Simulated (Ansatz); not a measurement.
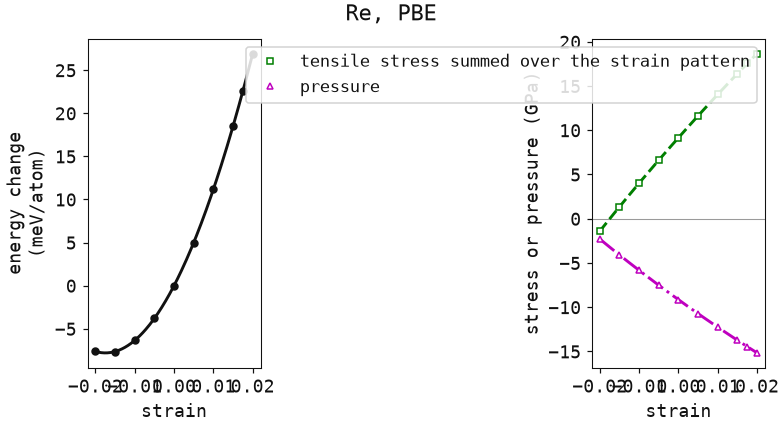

Calculation (Ansatz 0.2.0): homogeneous strain of a crystal along one Voigt pattern with engineering shear, fractional coordinates fixed, by plane-wave density functional theory with PAW datasets, free energies less that of the undisturbed cell, pressure positive in compression; scalar-relativistic. Level: PBE, no spin polarisation.

- wave cutoff: 420 eV
- k mesh: 20×20×20
- occupations: Gaussian
- smearing width: 0.15 eV
- k shift: (0, 0, 0) (mesh steps)
- start: as given
- strain pattern: (0, 1, 0, 0, 0, 0) (xx yy zz yz xz xy with engineering shear)

Starting cell:
```
CELL_PARAMETERS angstrom
0.00000 1.97500 1.97500
1.97500 0.00000 1.97500
1.97500 1.97500 0.00000
ATOMIC_POSITIONS crystal
Re 0.00000 0.00000 0.00000
```

Energy change, tensile stress summed over the strain pattern and pressure against strain for Re, space group Fm-3m (No. 225).

The energy falls towards negative values, so the start isn't a stationary minimum along this path. The energy change is −7.64 meV/atom at strain −0.0200 and 26.93 meV/atom at 0.0200; the lowest computed point is at strain −0.0150 (−7.65 meV/atom), and no other minimum shows. The tensile stress summed over the strain pattern rises from −1.4 GPa at strain −0.0200 to 18.7 GPa at 0.0200, and changes sign near −0.0174. The pressure falls from −2.3 GPa at strain −0.0200 to −15.2 GPa at 0.0200. The slope of stress against strain at the start, which at zero pressure is the clamped-ion constant C22, is 502 GPa.

Keep in mind: reference crystal is not relaxed.
